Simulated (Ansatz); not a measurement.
Run report: SrO, geometry relaxation (part 2 of 2)

Continued. System: SrO (Fm-3m, 2 atoms in the cell). Method: DFT PBEsol, scalar-relativistic, plane waves, PAW, no spin polarisation (Ansatz 0.2.0); cutoff 420 eV, 8×8×8 k-mesh, fixed occupations. The structure derives from an entry of the Crystallography Open Database.

Geometry of the input (Å; fractional positions):
```
0.0000  2.5614  2.5614
2.5614  0.0000  2.5614
2.5614  2.5614  0.0000
Sr 0.5000  0.5000  0.5000
O  0.0000  0.0000  0.0000
```

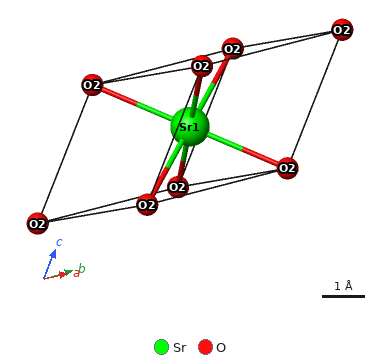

**Figure 1.** The geometry at step 1 of the log (ball-and-stick view of the cell of the calculation, seen at an oblique angle; atoms are numbered from 1 in the order of the input).

## What the program printed, continued
```
SCF iter   1: F=—  HF=-4056.115588 eV  |F-HF|=—  |Δ(HF+E_count)|=         —  Δρ=1.73e-5  dr2=5.84e-8  ethr=2.74e-10  ⟨swp⟩=3.1  Hψ=2270  notcnv=0
preconditioner: auto → none  [insulator: Δε(μ)=3.196 eV  Ē_g=16.133 eV  n_scr=8 (ndim 8)  ℏωp=24.0 eV  f_vac=0.000  ε∞_Penn≈3.2]
SCF iter   2: F=—  HF=-4056.115591 eV  |F-HF|=—  |Δ(HF+E_count)|=   2.90e-6  Δρ=8.71e-6  dr2=1.73e-8  ethr=2.74e-10  ⟨swp⟩=2.7  Hψ=578  notcnv=0
SCF iter   3: F=—  HF=-4056.115591 eV  |F-HF|=—  |Δ(HF+E_count)|=   2.41e-8  Δρ=1.17e-5  dr2=4.03e-8  ethr=1.08e-10  ⟨swp⟩=2.0  Hψ=551  notcnv=0
SCF iter   4: F=-4056.115591 eV  HF=-4056.115591 eV  |F-HF|=1.05e-11  |Δ(HF+E_count)|=   8.69e-9  Δρ=7.08e-7  dr2=1.92e-10  ethr=1.29e-11  ⟨swp⟩=8.1  Hψ=2621  notcnv=0
SCF 2 converged in 4 iterations: F = -4056.115591 eV  dr2 = 1.92e-10
relax step   2: F+E_penalty+E_count = -4056.11559136 eV  Δ(F+E_penalty+E_count) = -4.925e-5 eV  max|allowed force component| = 7.856e-30 eV/Å  Δτ_max = 0.0000 Å  P = +0.028 GPa  Ω = 33.592 Å³  energy of the carried Pulay correction = +4.914e-5 eV  (4 SCF iters, dr2 threshold 2.07e-9 eV, accepted)
Crystal: 2 atoms, lattice volume = 33.601 Å³
iter 1 solved again at ethr=2.20e-10 eV; its pass at ethr=3.10e-3 eV (dr2=3.52e-8 eV) is discarded
SCF iter   1: F=—  HF=-4056.115565 eV  |F-HF|=—  |Δ(HF+E_count)|=         —  Δρ=1.08e-5  dr2=2.39e-8  ethr=2.20e-10  ⟨swp⟩=3.7  Hψ=2246  notcnv=0
preconditioner: auto → none  [insulator: Δε(μ)=3.196 eV  Ē_g=16.132 eV  n_scr=8 (ndim 8)  ℏωp=24.0 eV  f_vac=0.000  ε∞_Penn≈3.2]
SCF iter   2: F=—  HF=-4056.115568 eV  |F-HF|=—  |Δ(HF+E_count)|=   2.88e-6  Δρ=5.00e-6  dr2=6.98e-9  ethr=1.50e-10  ⟨swp⟩=2.5  Hψ=555  notcnv=0
SCF iter   3: F=—  HF=-4056.115568 eV  |F-HF|=—  |Δ(HF+E_count)|=   2.37e-9  Δρ=4.63e-6  dr2=5.89e-9  ethr=4.36e-11  ⟨swp⟩=2.0  Hψ=438  notcnv=0
SCF iter   4: F=-4056.115568 eV  HF=-4056.115568 eV  |F-HF|=4.18e-11  |Δ(HF+E_count)|=  1.52e-10  Δρ=5.92e-7  dr2=6.80e-11  ethr=1.23e-11  ⟨swp⟩=6.8  Hψ=2346  notcnv=0
SCF 3 converged in 4 iterations: F = -4056.115568 eV  dr2 = 6.80e-11
relax step   3: F+E_penalty+E_count = -4056.11556794 eV  Δ(F+E_penalty+E_count) = +2.343e-5 eV  max|allowed force component| = 1.742e-30 eV/Å  Δτ_max = 0.0000 Å  P = -0.000 GPa  Ω = 33.601 Å³  energy of the carried Pulay correction = +2.487e-5 eV  (4 SCF iters, dr2 threshold 1.97e-9 eV, accepted)
Initial wavefunctions: pseudopotential atomic-orbital guess (no wavefunctions were taken with the density)
iter 1 solved again at ethr=1.94e-6 eV; its pass at ethr=3.10e-3 eV (dr2=3.11e-4 eV) is discarded
SCF iter   1: F=—  HF=-4056.115565 eV  |F-HF|=—  |Δ(HF+E_count)|=         —  Δρ=2.39e-6  dr2=1.53e-9  ethr=1.94e-6  ⟨swp⟩=3.1  Hψ=3126  notcnv=0  defer=56
eigensolver tolerance schedule: the retry pair's looser diagonalisation over-reported the residual by 202745.42 of it (diagonalisation noise at an unbounded share of the residual, at the tolerance the schedule requests for it); recorded, not acted on — ethr = c·dr2/N_el stays at c = 1.0e-1
SCF iter   2: F=—  HF=-4056.115568 eV  |F-HF|=—  |Δ(HF+E_count)|=   2.90e-6  Δρ=2.85e-6  dr2=2.88e-9  ethr=9.59e-12  ⟨swp⟩=4.2  Hψ=996  notcnv=0  defer=55
SCF iter   3: F=—  HF=-4056.115568 eV  |F-HF|=—  |Δ(HF+E_count)|=  6.67e-10  Δρ=1.11e-6  dr2=3.29e-10  ethr=9.59e-12  ⟨swp⟩=2.0  Hψ=434  notcnv=0  defer=55
SCF iter   4: F=—  HF=-4056.115568 eV  |F-HF|=—  |Δ(HF+E_count)|=  6.09e-11  Δρ=8.49e-7  dr2=2.23e-10  ethr=2.06e-12  ⟨swp⟩=1.0  Hψ=348  notcnv=0  defer=55
SCF iter   5: F=—  HF=-4056.115568 eV  |F-HF|=—  |Δ(HF+E_count)|=  7.28e-11  Δρ=2.07e-7  dr2=1.25e-11  ethr=1.39e-12  ⟨swp⟩=2.0  Hψ=569  notcnv=0  defer=55
SCF iter   6: F=—  HF=-4056.115568 eV  |F-HF|=—  |Δ(HF+E_count)|=  9.09e-13  Δρ=1.71e-7  dr2=8.53e-12  ethr=7.81e-14 (applied; sched 1.00e-12)  ⟨swp⟩=1.2  Hψ=357  notcnv=0  defer=55
SCF iter   7: F=—  HF=-4056.115568 eV  |F-HF|=—  |Δ(HF+E_count)|=  2.73e-12  Δρ=8.15e-8  dr2=1.92e-12  ethr=5.33e-14 (applied; sched 1.00e-12)  ⟨swp⟩=1.9  Hψ=478  notcnv=0  defer=55
SCF iter   8: F=-4056.115568 eV  HF=-4056.115568 eV  |F-HF|=4.55e-13  |Δ(HF+E_count)|=  4.55e-13  Δρ=4.32e-8  dr2=5.24e-13  ethr=1.00e-12  ⟨swp⟩=8.8  Hψ=2009  notcnv=0
SCF 4 converged in 8 iterations: F = -4056.115568 eV  dr2 = 5.24e-13
relax step   4: F+E_penalty+E_count = -4056.11556794 eV  Δ(F+E_penalty+E_count) = -1.364e-11 eV  max|allowed force component| = 5.423e-30 eV/Å  Δτ_max = 0.0000 Å  P = -0.001 GPa  Ω = 33.601 Å³  stress off target by 1.33e-3 GPa  SCF on the basis re-selected at this cell (its energy is not comparable with the rows above)  (8 SCF iters)
basis re-selected at this cell: Δ(F+E_penalty+E_count) = -1.364e-11 eV, ΔP = -0.001 GPa vs the last step (what re-selecting the basis moved, of the pressure what is left beyond the Pulay correction that the steps carried, after the strain that the cell walked since its last selection, with what the two solves' SCF thresholds leave and, on support functions, any second-order correction that the steps lacked; it is no measure of the basis error at this ecutwfc). This SCF's stress stands 1.33e-3 GPa from its target on what of the cell is left free (relax.cell.stress_tol is 1.00e-2 GPa) and its largest allowed force component is 5.42e-30 eV/Å (relax.f_tol is 1.00e-3 eV/Å): within both
SCF converged after 8 iterations
Free energy (F): -4056.115568 eV
Harris-Foulkes:  -4056.115568 eV  (|F-HF|=4.55e-13)
Internal energy: -4056.115568 eV  (E = F + TS)
E sigma→0 (E₀):  -4056.115568 eV
Fermi energy:    7.888019 eV
--- Per-component energies (eV) ---
  E_band       = -57.292625
  E_kinetic    = 422.319024
  E_local      = -857.575804  (includes V_loc(G=0)·N_el)
  E_nonlocal   = 251.845156
  E_hartree    = 230.349999
  E_xc         = -246.568729
  E_vxc        = -257.732646  (∫ρ·V_xc dr)
  E_paw        = -2796.430851  (= ΣΔE_a)
  E_vpaw       = -76.850762  (= ΣTr[D̂ρ^β])
  E_aug_tail   = 0.002404  (compensation charges beyond the density's cutoff)
  E_ewald      = -1060.226401
  E_core_change = 0.169635  (= ΣΔE_core)
  E_smearing   = -0.000000  (= −TS)
  E_closure    = 0.000000  (closes the sum)
  Σ components = -4056.115568   (vs F -4056.115568, Δ=0.00e0)
--- Forces (eV/Å), atoms counted from 1 ---
  atom   1  Sr     0.00000000    -0.00000000     0.00000000
  atom   2  O     -0.00000000     0.00000000    -0.00000000
  max |Σ_I F_I| component: 1.02e-29 eV/Å
--- Stress (GPa, compression-positive) ---
       -0.001328      -0.000000      -0.000000
       -0.000000      -0.001328      -0.000000
       -0.000000      -0.000000      -0.001328
  P = ⅓ Tr σ = -0.0013 GPa (-0.013 kbar)
--- Band table (eV; the first three rows and the last of 29) ---
  k-point 0: bands = ["-24.2373", "-7.0965", "-5.8779", "-5.8779", "-5.8779", "7.8880", "7.8880", "7.8880", "11.8196", "14.1242", "14.1242", "14.1242"]
  k-point 1: bands = ["-24.2158", "-7.4543", "-5.8907", "-5.8907", "-5.5733", "7.4215", "7.6891", "7.6891", "12.5329", "13.9477", "14.4340", "14.4340"]
  k-point 2: bands = ["-24.1633", "-8.0335", "-5.9213", "-5.9213", "-5.1229", "6.5789", "7.2597", "7.2597", "13.8625", "14.0841", "15.2796", "15.2796"]
  k-point 28: bands = ["-24.0425", "-7.7656", "-6.5997", "-6.5997", "-5.3146", "6.7455", "7.4781", "7.4781", "13.8816", "13.8816", "16.6260", "19.2140"]
--- Relaxed structure (3 steps of the walk, 3 accepted, 1 SCFs on fresh bases) ---
  F+E_penalty+E_count = -4056.11556794 eV   max|allowed force component| = 5.423e-30 eV/Å   (the final SCF, on the basis selected at the relaxed cell)
  cell:  # Å, volume = 33.6014 Å³
    - [-7.133520846053825e-34, 2.56119468588207, 2.56119468588207]
    - [2.56119468588207, -1.503134749704199e-33, 2.56119468588207]
    - [2.56119468588207, 2.56119468588207, -1.1974124277304636e-33]
  atoms:
    - { symbol: Sr, position: [0.5, 0.5, 0.5] }
    - { symbol: O, position: [-1.4489572940613633e-35, 1.1356692304831116e-35, 1.2139912463762143e-35] }
```

## Trajectory as extended XYZ (Å, eV, eV/Å), 4 frames, from step=1 to step=4
```
2
Lattice="0.0000 2.5614 2.5614 2.5614 0.0000 2.5614 2.5614 2.5614 0.0000" Properties=species:S:1:pos:R:3:forces:R:3 step=1 energy=-4056.11554 pressure_GPa=-0.03
Sr    2.5614    2.5614    2.5614    0.0000   0.0000   0.0000
O     0.0000    0.0000    0.0000    0.0000   0.0000   0.0000
2
Lattice="0.0000 2.5609 2.5609 2.5609 0.0000 2.5609 2.5609 2.5609 0.0000" Properties=species:S:1:pos:R:3:forces:R:3 step=2 energy=-4056.11559 pressure_GPa=0.03
Sr    2.5609    2.5609    2.5609    0.0000   0.0000   0.0000
O     0.0000    0.0000    0.0000    0.0000   0.0000   0.0000
2
Lattice="0.0000 2.5612 2.5612 2.5612 0.0000 2.5612 2.5612 2.5612 0.0000" Properties=species:S:1:pos:R:3:forces:R:3 step=3 energy=-4056.11557 pressure_GPa=-0.00
Sr    2.5612    2.5612    2.5612    0.0000   0.0000   0.0000
O     0.0000    0.0000    0.0000    0.0000   0.0000   0.0000
2
Lattice="0.0000 2.5612 2.5612 2.5612 0.0000 2.5612 2.5612 2.5612 0.0000" Properties=species:S:1:pos:R:3:forces:R:3 step=4 energy=-4056.11557 pressure_GPa=-0.00
Sr    2.5612    2.5612    2.5612    0.0000   0.0000   0.0000
O     0.0000    0.0000    0.0000    0.0000   0.0000   0.0000
```

## Summary

- outcome: converged
- space group (tolerance 0.01 Å): Fm-3m (225)
- electrons treated: 16
- free energy: −4056.1156 eV
- Fermi energy: 7.888 eV
- gap on the k-point mesh: 3.20 eV
- pressure: 0.00 GPa
- final volume: 33.60 Å³
- largest force (length of the vector) at the end: under 0.001 eV/Å
- final cell: a = 3.622 Å, b = 3.622 Å, c = 3.622 Å, α = 60.00°, β = 60.00°, γ = 60.00°
- hardware: 2 threads of Intel Xeon (Sapphire Rapids), 64 GiB of memory available, shared host
- wall time: 2.3 s (CPU time 2.8 s)
- peak memory: 0.32 GiB
